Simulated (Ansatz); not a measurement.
```
CELL_PARAMETERS angstrom
-3.46125 3.46125 0.00000
0.00000 3.46125 -3.46125
-3.46125 0.00000 -3.46125
ATOMIC_POSITIONS crystal
Si 0.00000 0.00000 0.00000
Si 0.50000 0.50000 0.50000
Ni 0.50000 0.00000 0.50000
Ni 0.00000 0.50000 0.00000
Ni 0.00000 0.00000 0.50000
Ni 0.50000 0.50000 0.00000
Ni 0.50000 0.00000 0.00000
Ni 0.00000 0.50000 0.50000
```

Space group Pm-3m; the program warned that a starting moment wasn't kept; spin-polarised, but the moments vanished.

Computed with DFT PBEsol, scalar-relativistic, plane waves, PAW (Ansatz).

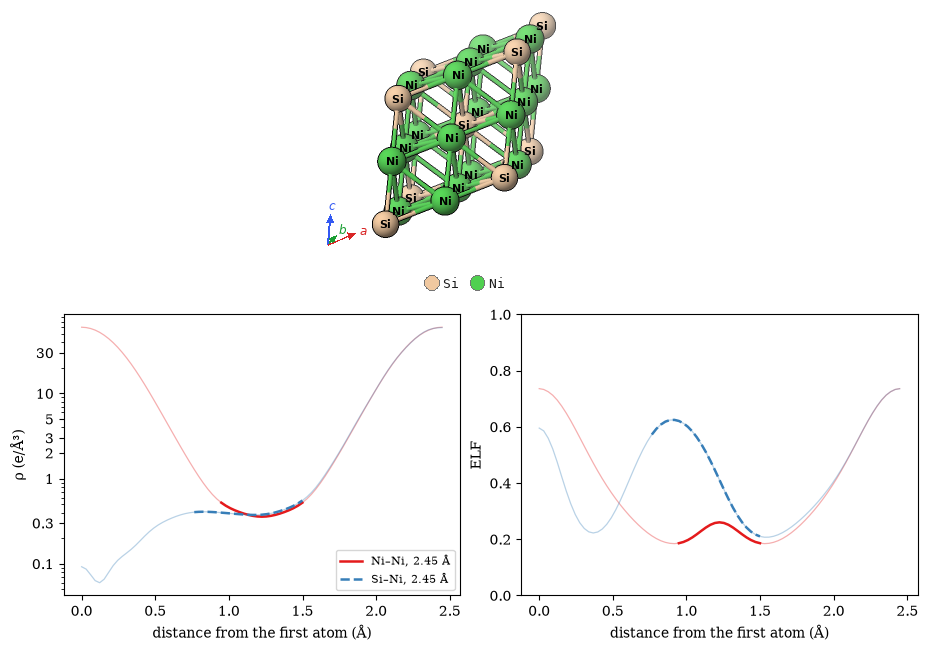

SiNi3. Valence pseudo-density and electron localisation function along straight lines between neighbouring atoms. Thin, pale parts lie inside the atomic spheres. The structure is drawn too.

The density is the valence pseudo-density of a PAW calculation; it isn't the true density close to the nuclei.

> What can be read from the curves?

Ni–Ni (2.45 Å): ρ is about 0.36 e/Å³ halfway; the ELF is about 0.25 at the midpoint: no shared electron pair shows on this line.
Si–Ni (2.45 Å): ρ is about 0.38 e/Å³ halfway; the ELF peaks at about 0.60 in the valence shell of Si, 0.9 Å from its nucleus, and is about 0.40 at the midpoint.
